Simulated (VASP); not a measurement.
System: C, space group P6_3/mmc (No. 194).

Starting cell:
```xyz
4
Lattice="2.5039 0.0000 0.0000 -1.2519 2.1684 0.0000 0.0000 0.0000 4.1698" Properties=species:S:1:pos:R:3 pbc="T T T"
C     1.2519    0.7228    3.9081
C     0.0000    1.4456    1.8232
C     1.2519    0.7228    2.3466
C     0.0000    1.4456    0.2617
```

Computed with VASP 6.6.1: plane-wave DFT, no spin polarisation; energies at scaled volumes of the given cell, shape and fractions fixed, counted from the fit's minimum, third-order Birch-Murnaghan fit. Level: r2SCAN.

- k mesh: 10×10×6
- occupations: Gaussian
- smearing width: 0.02 eV
- potentials: VASP PAW PBE potentials, recommended
- wave cutoff: 520 eV

Describe the result: the energy and pressure against volume. The volume takes the values 5.4335, 5.5467, 5.6599, 5.7731, 5.8863 Å³/atom.

A third-order Birch–Murnaghan fit gives V0 = 5.67 Å³/atom, B0 = 451 GPa and B′ = 3.7. The energy is 15.27 meV/atom at volume 5.4335 Å³/atom and 10.61 meV/atom at 5.8863 Å³/atom; the lowest computed point is at volume 5.6599 Å³/atom (0.04 meV/atom). The pressure falls from 20.75 GPa at volume 5.4335 Å³/atom to −15.81 GPa at 5.8863 Å³/atom, and changes sign near 5.67 Å³/atom.

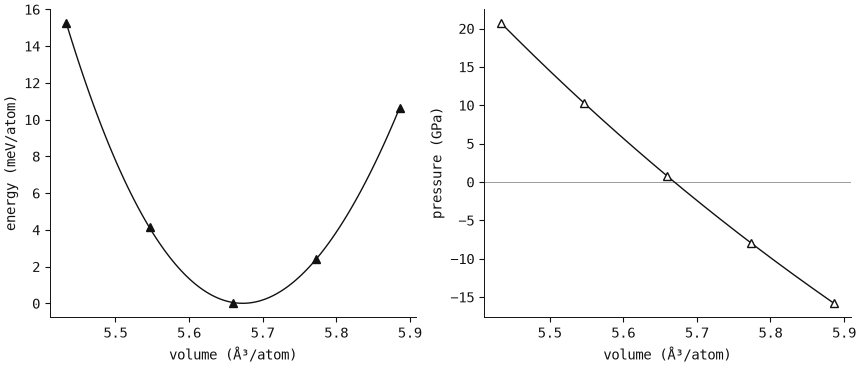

Keep in mind: shape and atomic fractions are frozen while scaling, which makes layered, chain and framework solids too stiff.
